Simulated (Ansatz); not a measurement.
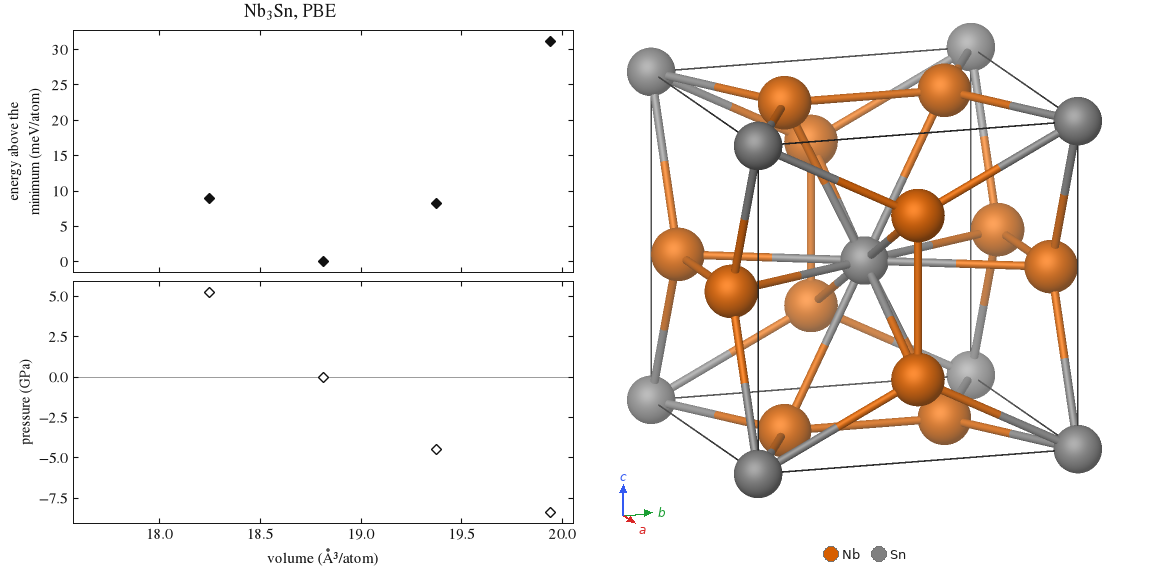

The plot gives the computed energy above the minimum and pressure against volume for Nb₃Sn, space group Pm-3n (No. 223). The conventional cell is drawn beside the plot.

Structure:
```
CELL_PARAMETERS angstrom
5.31914 0.00000 0.00000
0.00000 5.31914 0.00000
0.00000 0.00000 5.31914
ATOMIC_POSITIONS crystal
Nb 0.25000 0.00000 0.50000
Nb 0.50000 0.75000 0.00000
Nb 0.75000 0.00000 0.50000
Nb 0.50000 0.25000 0.00000
Nb 0.00000 0.50000 0.75000
Nb 0.00000 0.50000 0.25000
Sn 0.00000 0.00000 0.00000
Sn 0.50000 0.50000 0.50000
```

How it was computed, with Ansatz 0.2.0: third-order Birch-Murnaghan fit to density functional energies at scaled volumes of the given relaxed cell, shape and atoms relaxed at each volume; energies count from the fitted minimum; plane waves with PAW datasets, Γ-centred k mesh. Level: PBE, no spin polarisation.

```json
{"setting": "wave cutoff", "value": "420 eV"}
{"setting": "k mesh", "value": "8×8×8"}
{"setting": "occupations", "value": "Gaussian"}
{"setting": "smearing width", "value": "0.1 eV"}
```

The point at volume 17.683 Å³/atom is left out of the plot. What does the calculation give there?

| volume (Å³/atom) | energy above the minimum (meV/atom) | pressure (GPa) |
| --- | --- | --- |
| 17.683 | 38.0 | 11.42 |
